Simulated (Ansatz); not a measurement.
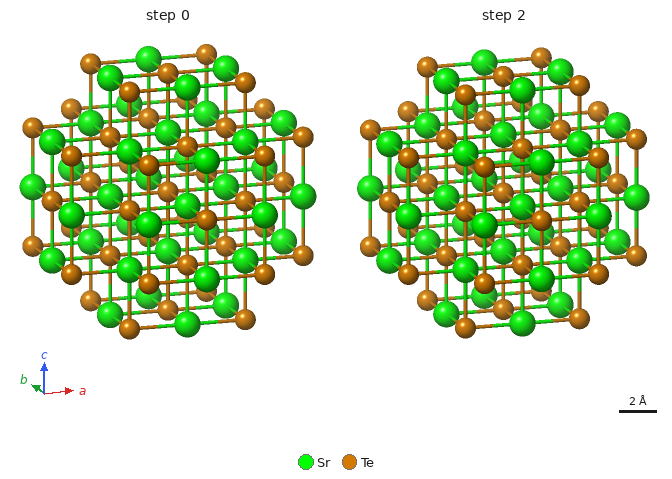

The structure of crystalline SrTe (built on the database structure type) before (left) and after (right) a relaxation, at one scale.

Style: ball-and-stick. Shown: the conventional cell (4 times the calculation's cell), slightly off an axis. Lengths and directions refer to the drawn axes.

Computed with DFT, PBEsol, plane waves, PAW in Ansatz.

The input:
```yaml
crystal:
  lattice:
    - [0.0, 3.3558353104, 3.3558353104]
    - [3.3558353104, 0.0, 3.3558353104]
    - [3.3558353104, 3.3558353104, 0.0]
  atoms:
    - { symbol: Sr, position: [0.0, 0.0, 0.0] }
    - { symbol: Te, position: [0.5, 0.5, 0.5] }
kpoints:
  mp_grid: { grid: [6, 6, 6] }
hamiltonian:
  xc: pbesol
scf:
  occupations: { method: fermi_dirac, width: 0.03 }
relax:
  f_tol: 0.01
  cell: {}
  max_steps: 120
```

Launched with:
```bash
ansatz run input.yaml --threads 2 --pin off --max-ram 2211MiB --backend cpu --events-out ev --progress --plain --runs-dir out
```

> What changed between the two?

No atom moves by more than 0.005 Å relative to the cell. The drawn cell changes as follows: a = b = c 6.712 → 6.606 Å (−1.6 %); the volume changes by −4.6 %. Among the contacts that change: Sr1–Te2 3.356 → 3.303 Å. The space group stays Fm-3m (No. 225). Over 1 accepted move (2 points after the start) the energy falls by 8.6 meV per atom. All forces vanish by symmetry, so only the cell relaxes. Pressure: −1.52 GPa at the start and 0.02 GPa at the end. The SCF was repeated once at an unchanged geometry on a basis and grid sized afresh for the cell, which shifted the energy by 0.1 meV per atom at most.
